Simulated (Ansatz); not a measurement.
# Run report: MoS₂, geometry relaxation (part 3 of 3)

MoS₂ (6 atoms in the cell); DFT r2SCAN, scalar-relativistic, plane waves, PAW (Ansatz 0.2.0); cutoff 500 eV, 12×12×2 k-mesh, Gaussian smearing of 0.02 eV. The structure derives from a Materials Project entry. The run did not end well. It belongs to a series of runs on one base structure; here: relaxed at -3 GPa.

Geometry of the input (Å; fractional positions):
```
3.2142  0.0000  0.0000
-1.6071  2.7836  0.0000
0.0000  0.0000  21.9011
Mo 0.6667  0.3333  0.1497
Mo 0.3333  0.6667  0.8503
S  0.3333  0.6667  0.2212
S  0.6667  0.3333  0.9219
S  0.3333  0.6667  0.0781
S  0.6667  0.3333  0.7788
```

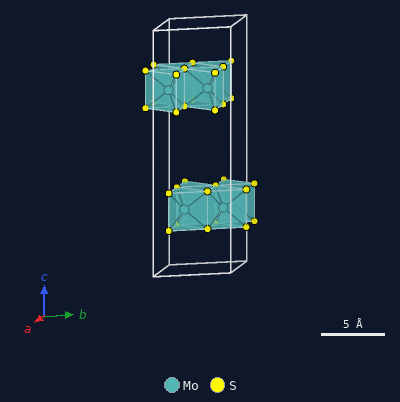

Fig. 1: The geometry at step 15 of the log (polyhedral view of the 2 × 2 repeat of the cell, with the vacuum cut short, seen slightly off an axis; polyhedra are completed across the faces of the cell).

Trajectory as extended XYZ, continued:
```
6
Lattice="3.2571 0.0000 0.0000 -1.6285 2.8207 0.0000 0.0000 0.0000 26.1634" Properties=species:S:1:pos:R:3:forces:R:3 step=5 energy=-13564.14565 pressure_GPa=-1.91
Mo    1.6285    0.9402    3.8901    0.0000   0.0000  -0.0045
Mo    0.0000    1.8805   22.2733    0.0000   0.0000   0.0045
S     0.0000    1.8805    5.4192    0.0000   0.0000   0.0157
S     1.6285    0.9402   23.8027    0.0000   0.0000   0.0266
S     0.0000    1.8805    2.3608    0.0000   0.0000  -0.0266
S     1.6285    0.9402   20.7442    0.0000   0.0000  -0.0157
6
Lattice="3.2608 0.0000 0.0000 -1.6304 2.8239 0.0000 0.0000 0.0000 27.2297" Properties=species:S:1:pos:R:3:forces:R:3 step=6 energy=-13564.12543 pressure_GPa=-1.75
Mo    1.6304    0.9413    4.0454    0.0000   0.0000  -0.0021
Mo    0.0000    1.8826   23.1843    0.0000   0.0000   0.0021
S     0.0000    1.8826    5.5688    0.0000   0.0000   0.1064
S     1.6304    0.9413   24.7079    0.0000   0.0000   0.1143
S     0.0000    1.8826    2.5218    0.0000   0.0000  -0.1143
S     1.6304    0.9413   21.6609    0.0000   0.0000  -0.1064
6
Lattice="3.2683 0.0000 0.0000 -1.6342 2.8304 0.0000 0.0000 0.0000 28.2924" Properties=species:S:1:pos:R:3:forces:R:3 step=7 energy=-13564.08531 pressure_GPa=-2.54
Mo    1.6342    0.9435    4.2019    0.0000   0.0000  -0.0023
Mo    0.0000    1.8870   24.0904    0.0000   0.0000   0.0023
S     0.0000    1.8870    5.7393    0.0000   0.0000  -0.2028
S     1.6342    0.9435   25.6280    0.0000   0.0000  -0.1987
S     0.0000    1.8870    2.6644    0.0000   0.0000   0.1987
S     1.6342    0.9435   22.5530    0.0000   0.0000   0.2028
6
Lattice="3.2719 0.0000 0.0000 -1.6360 2.8336 0.0000 0.0000 0.0000 29.3874" Properties=species:S:1:pos:R:3:forces:R:3 step=8 energy=-13564.04369 pressure_GPa=-2.58
Mo    1.6360    0.9445    4.3602    0.0000   0.0000  -0.0019
Mo    0.0000    1.8891   25.0272    0.0000   0.0000   0.0019
S     0.0000    1.8891    5.8948    0.0000   0.0000  -0.1665
S     1.6360    0.9445   26.5619    0.0000   0.0000  -0.1644
S     0.0000    1.8891    2.8255    0.0000   0.0000   0.1644
S     1.6360    0.9445   23.4926    0.0000   0.0000   0.1665
6
Lattice="3.2655 0.0000 0.0000 -1.6327 2.8280 0.0000 0.0000 0.0000 30.4410" Properties=species:S:1:pos:R:3:forces:R:3 step=9 energy=-13564.00209 pressure_GPa=-1.81
Mo    1.6327    0.9427    4.5153    0.0000   0.0000   0.0021
Mo    0.0000    1.8853   25.9257    0.0000   0.0000  -0.0021
S     0.0000    1.8853    6.0306    0.0000   0.0000   0.2486
S     1.6327    0.9427   27.4408    0.0000   0.0000   0.2531
S     0.0000    1.8853    3.0001    0.0000   0.0000  -0.2531
S     1.6327    0.9427   24.4104    0.0000   0.0000  -0.2486
6
Lattice="3.2667 0.0000 0.0000 -1.6334 2.8291 0.0000 0.0000 0.0000 31.5087" Properties=species:S:1:pos:R:3:forces:R:3 step=10 energy=-13563.89122 pressure_GPa=-3.14
Mo    1.6334    0.9430    4.6729    0.0000   0.0000  -0.0050
Mo    0.0000    1.8860   26.8358    0.0000   0.0000   0.0050
S     0.0000    1.8860    6.2173    0.0000   0.0000  -0.3189
S     1.6334    0.9430   28.3805    0.0000   0.0000  -0.3224
S     0.0000    1.8860    3.1282    0.0000   0.0000   0.3224
S     1.6334    0.9430   25.2914    0.0000   0.0000   0.3189
6
Lattice="3.2894 0.0000 0.0000 -1.6447 2.8487 0.0000 0.0000 0.0000 32.5561" Properties=species:S:1:pos:R:3:forces:R:3 step=11 energy=-13563.65506 pressure_GPa=-2.95
Mo    1.6447    0.9496    4.8287    0.0000   0.0000   0.0003
Mo    0.0000    1.8992   27.7275    0.0000   0.0000  -0.0003
S     0.0000    1.8992    6.3380    0.0000   0.0000   0.2246
S     1.6447    0.9496   29.2368    0.0000   0.0000   0.2256
S     0.0000    1.8992    3.3193    0.0000   0.0000  -0.2256
S     1.6447    0.9496   26.2181    0.0000   0.0000  -0.2246
6
Lattice="3.2720 0.0000 0.0000 -1.6360 2.8336 0.0000 0.0000 0.0000 32.3156" Properties=species:S:1:pos:R:3:forces:R:3 step=12 energy=-13563.76736 pressure_GPa=-2.96
Mo    1.6360    0.9445    4.7863    0.0000   0.0000  -0.0002
Mo    0.0000    1.8891   27.5293    0.0000   0.0000   0.0002
S     0.0000    1.8891    6.3132    0.0000   0.0000  -0.0179
S     1.6360    0.9445   29.0561    0.0000   0.0000  -0.0172
S     0.0000    1.8891    3.2595    0.0000   0.0000   0.0172
S     1.6360    0.9445   26.0024    0.0000   0.0000   0.0179
6
Lattice="3.2752 0.0000 0.0000 -1.6376 2.8364 0.0000 0.0000 0.0000 32.3458" Properties=species:S:1:pos:R:3:forces:R:3 step=13 energy=-13563.75123 pressure_GPa=-3.00
Mo    1.6376    0.9455    4.7858    0.0000   0.0000  -0.0003
Mo    0.0000    1.8909   27.5600    0.0000   0.0000   0.0003
S     0.0000    1.8909    6.3109    0.0000   0.0000  -0.0016
S     1.6376    0.9455   29.0851    0.0000   0.0000  -0.0010
S     0.0000    1.8909    3.2607    0.0000   0.0000   0.0010
S     1.6376    0.9455   26.0349    0.0000   0.0000   0.0016
6
Lattice="3.2752 0.0000 0.0000 -1.6376 2.8364 0.0000 0.0000 0.0000 32.3458" Properties=species:S:1:pos:R:3:forces:R:3 step=14 energy=-13564.08938 pressure_GPa=-1.90
Mo    1.6376    0.9455    4.7858    0.0000   0.0000  -0.0003
Mo    0.0000    1.8909   27.5600    0.0000   0.0000   0.0003
S     0.0000    1.8909    6.3109    0.0000   0.0000  -0.0060
S     1.6376    0.9455   29.0851    0.0000   0.0000  -0.0055
S     0.0000    1.8909    3.2607    0.0000   0.0000   0.0055
S     1.6376    0.9455   26.0349    0.0000   0.0000   0.0060
6
Lattice="3.2793 0.0000 0.0000 -1.6396 2.8399 0.0000 0.0000 0.0000 33.4133" Properties=species:S:1:pos:R:3:forces:R:3 step=15 energy=-13564.07481 pressure_GPa=-1.92
Mo    1.6396    0.9466    4.9407    0.0000   0.0000  -0.0010
Mo    0.0000    1.8933   28.4726    0.0000   0.0000   0.0010
S     0.0000    1.8933    6.4651    0.0000   0.0000  -0.0146
S     1.6396    0.9466   29.9970    0.0000   0.0000  -0.0151
S     0.0000    1.8933    3.4163    0.0000   0.0000   0.0151
S     1.6396    0.9466   26.9482    0.0000   0.0000   0.0146
6
Lattice="3.2811 0.0000 0.0000 -1.6406 2.8415 0.0000 0.0000 0.0000 34.4810" Properties=species:S:1:pos:R:3:forces:R:3 step=16 energy=-13564.06704 pressure_GPa=-1.76
Mo    1.6406    0.9472    5.0952    0.0000   0.0000  -0.0006
Mo    0.0000    1.8944   29.3858    0.0000   0.0000   0.0006
S     0.0000    1.8944    6.6148    0.0000   0.0000   0.0669
S     1.6406    0.9472   30.9055    0.0000   0.0000   0.0666
S     0.0000    1.8944    3.5755    0.0000   0.0000  -0.0666
S     1.6406    0.9472   27.8662    0.0000   0.0000  -0.0669
6
Lattice="3.2879 0.0000 0.0000 -1.6440 2.8474 0.0000 0.0000 0.0000 35.5352" Properties=species:S:1:pos:R:3:forces:R:3 step=17 energy=-13564.04240 pressure_GPa=-1.93
Mo    1.6440    0.9491    5.2510    0.0000   0.0000  -0.0001
Mo    0.0000    1.8983   30.2842    0.0000   0.0000   0.0001
S     0.0000    1.8983    6.7723    0.0000   0.0000  -0.0012
S     1.6440    0.9491   31.8054    0.0000   0.0000  -0.0012
S     0.0000    1.8983    3.7298    0.0000   0.0000   0.0012
S     1.6440    0.9491   28.7630    0.0000   0.0000   0.0012
6
Lattice="3.2922 0.0000 0.0000 -1.6461 2.8511 0.0000 0.0000 0.0000 36.5896" Properties=species:S:1:pos:R:3:forces:R:3 step=18 energy=-13564.02554 pressure_GPa=-1.89
Mo    1.6461    0.9504    5.4064    0.0000   0.0000  -0.0001
Mo    0.0000    1.9007   31.1832    0.0000   0.0000   0.0001
S     0.0000    1.9007    6.9248    0.0000   0.0000   0.0303
S     1.6461    0.9504   32.7016    0.0000   0.0000   0.0302
S     0.0000    1.9007    3.8880    0.0000   0.0000  -0.0302
S     1.6461    0.9504   29.6648    0.0000   0.0000  -0.0303
6
Lattice="3.2962 0.0000 0.0000 -1.6481 2.8546 0.0000 0.0000 0.0000 37.6420" Properties=species:S:1:pos:R:3:forces:R:3 step=19 energy=-13564.00880 pressure_GPa=-1.85
Mo    1.6481    0.9515    5.5618    0.0000   0.0000  -0.0001
Mo    0.0000    1.9030   32.0801    0.0000   0.0000   0.0001
S     0.0000    1.9030    7.0774    0.0000   0.0000   0.0645
S     1.6481    0.9515   33.5957    0.0000   0.0000   0.0645
S     0.0000    1.9030    4.0463    0.0000   0.0000  -0.0645
S     1.6481    0.9515   30.5646    0.0000   0.0000  -0.0645
6
Lattice="3.3019 0.0000 0.0000 -1.6509 2.8595 0.0000 0.0000 0.0000 38.7152" Properties=species:S:1:pos:R:3:forces:R:3 step=20 energy=-13563.98318 pressure_GPa=-2.14
Mo    1.6509    0.9532    5.7229    0.0000   0.0000   0.0001
Mo    0.0000    1.9064   32.9922    0.0000   0.0000  -0.0001
S     0.0000    1.9064    7.2463    0.0000   0.0000  -0.1161
S     1.6509    0.9532   34.5156    0.0000   0.0000  -0.1162
S     0.0000    1.9064    4.1996    0.0000   0.0000   0.1162
S     1.6509    0.9532   31.4688    0.0000   0.0000   0.1161
6
Lattice="3.3038 0.0000 0.0000 -1.6519 2.8612 0.0000 0.0000 0.0000 39.7841" Properties=species:S:1:pos:R:3:forces:R:3 step=21 energy=-13563.96759 pressure_GPa=-1.63
Mo    1.6519    0.9537    5.8764    0.0000   0.0000  -0.0001
Mo    0.0000    1.9075   33.9077    0.0000   0.0000   0.0001
S     0.0000    1.9075    7.3806    0.0000   0.0000   0.2447
S     1.6519    0.9537   35.4120    0.0000   0.0000   0.2445
S     0.0000    1.9075    4.3721    0.0000   0.0000  -0.2445
S     1.6519    0.9537   32.4035    0.0000   0.0000  -0.2447
6
Lattice="3.2977 0.0000 0.0000 -1.6489 2.8559 0.0000 0.0000 0.0000 40.8521" Properties=species:S:1:pos:R:3:forces:R:3 step=22 energy=-13563.97921 pressure_GPa=-2.34
Mo    1.6489    0.9520    6.0331    0.0000   0.0000   0.0001
Mo    0.0000    1.9039   34.8190    0.0000   0.0000  -0.0001
S     0.0000    1.9039    7.5707    0.0000   0.0000  -0.3584
S     1.6489    0.9520   36.3566    0.0000   0.0000  -0.3584
S     0.0000    1.9039    4.4955    0.0000   0.0000   0.3584
S     1.6489    0.9520   33.2815    0.0000   0.0000   0.3584
6
Lattice="3.3173 0.0000 0.0000 -1.6586 2.8729 0.0000 0.0000 0.0000 41.9203" Properties=species:S:1:pos:R:3:forces:R:3 step=23 energy=-13563.89729 pressure_GPa=-1.95
Mo    1.6586    0.9576    6.1910    0.0000   0.0000   0.0002
Mo    0.0000    1.9152   35.7293    0.0000   0.0000  -0.0002
S     0.0000    1.9152    7.6983    0.0000   0.0000   0.1136
S     1.6586    0.9576   37.2366    0.0000   0.0000   0.1139
S     0.0000    1.9152    4.6837    0.0000   0.0000  -0.1139
S     1.6586    0.9576   34.2219    0.0000   0.0000  -0.1136
6
Lattice="3.3207 0.0000 0.0000 -1.6604 2.8758 0.0000 0.0000 0.0000 43.0153" Properties=species:S:1:pos:R:3:forces:R:3 step=24 energy=-13563.86250 pressure_GPa=-2.01
Mo    1.6604    0.9586    6.3528    0.0000   0.0000   0.0002
Mo    0.0000    1.9172   36.6625    0.0000   0.0000  -0.0002
S     0.0000    1.9172    7.8595    0.0000   0.0000   0.1102
S     1.6604    0.9586   38.1691    0.0000   0.0000   0.1103
S     0.0000    1.9172    4.8462    0.0000   0.0000  -0.1103
S     1.6604    0.9586   35.1558    0.0000   0.0000  -0.1102
```

Outcome:

| quantity | value |
| --- | --- |
| outcome | stopped at the time limit |
| space group (tolerance 0.01 Å) | P-3m1 (164) |
| final cell | a = 3.321 Å, b = 3.321 Å, c = 43.015 Å, α = 90.00°, β = 90.00°, γ = 120.00° |
| hardware | 1 thread of Arm Neoverse V1, 24 GiB of memory available, shared host |
| wall time | 18 min |
| peak memory | 1.2 GiB |

What went wrong:

The run was cut off by its time limit, so the output is incomplete.
